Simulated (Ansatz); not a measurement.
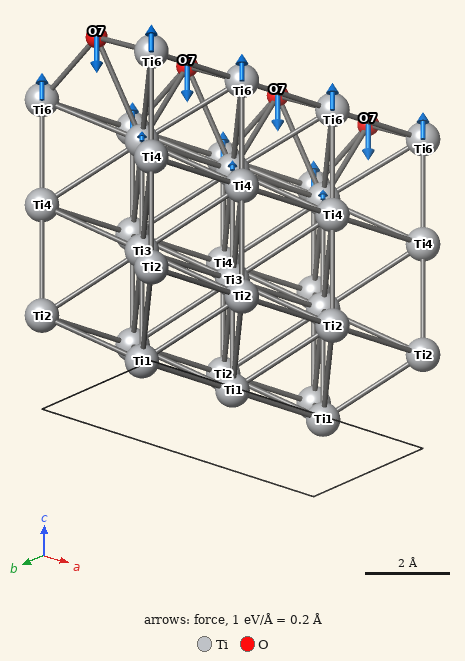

Starting geometry of a slab of composition Ti$_{6}$O (cut from the Fm-3m phase) with the computed forces as blue arrows. Style: ball-and-stick. Shown: the 3 × 1 repeat of the cell, outlined in the plane, without the vacuum, from a free direction.

Case: O put at a bridge Ti-Ti site. The slab is the (1 1 0) face of Ti with O on it. 3 atoms are held fixed.

Theory: DFT PBEsol, scalar-relativistic, plane waves, PAW in Ansatz.

Input file:
```yaml
crystal:
  lattice:
    - [2.8679135959, 0.0, 0.0]
    - [0.0, 4.0558423031, 0.0]
    - [0.0, 0.0, 26.1697839898]
  atoms:
    - { symbol: Ti, position: [0.5, 0.5, 0.3248020695] }
    - { symbol: Ti, position: [0.0, 0.0, 0.3795964385] }
    - { symbol: Ti, position: [0.5, 0.5, 0.4343908074] }
    - { symbol: Ti, position: [0.0, 0.0, 0.4894145414] }
    - { symbol: Ti, position: [0.5, 0.5, 0.5435313401] }
    - { symbol: Ti, position: [0.0, 0.0, 0.5938857323] }
    - { symbol: O, position: [0.0, 0.5, 0.6320977405] }
basis:
  ecutwfc: 420
kpoints:
  mp_grid: { grid: [10, 7, 1] }
hamiltonian:
  xc: pbesol
scf:
  occupations: { method: gaussian, width: 0.1 }
output:
  forces: true
  eigenvalues: true
  write_density: true
  write_potential: true
  elf: true
  volumetric_format: npy
relax:
  adjacent_minimum: "off"
  f_tol: 0.03
  max_steps: 70
  constraints: [{ sites: [0, 1, 2] }]
efield:
  axis: 3
  dipole_correction: true
  ramp_width: 0.04
```

Run as
```bash
ansatz run input.yaml --threads 2 --pin off --max-ram 5120MiB --backend cpu --events-out ev --progress --plain --runs-dir out
```

Q: What follows when this structure is relaxed?

A: It isn't relaxed: the largest force vector, on O7, is 4.67 eV/Å. The final displacements follow the starting forces only in part (cosine between the two patterns 0.83). The atom that moves furthest is O7 (0.78 Å along the normal (−c)). Largest moves by element: O 0.78 Å, Ti 0.06 Å. The cell stays as it was. Among the contacts that change: Ti5–O7 2.725 → 2.057 Å, Ti6–O7 2.261 → 2.035 Å, Ti4–Ti6 2.734 → 2.812 Å, Ti3–Ti5 2.856 → 2.915 Å. Bond angles that change, for instance: Ti6–O7–Ti6 127.5° → 170.6°, Ti5–O7–Ti5 63.5° → 88.4°, Ti5–O7–Ti6 67.9° → 86.6°. After 7 geometry steps the energy has fallen by 2.358 eV per cell of the calculation. Largest force component: 4.7 eV/Å at the start, 0.0048 eV/Å at the end. Cost: 2 min on 2 threads of Intel(R) Xeon(R) Platinum 8488C (Sapphire Rapids), with other jobs on the host, peak memory 0.72 GiB.

Limits of the set-up: the periodic images lie only 2.9 Å apart, so the values are limited by the cell's size.
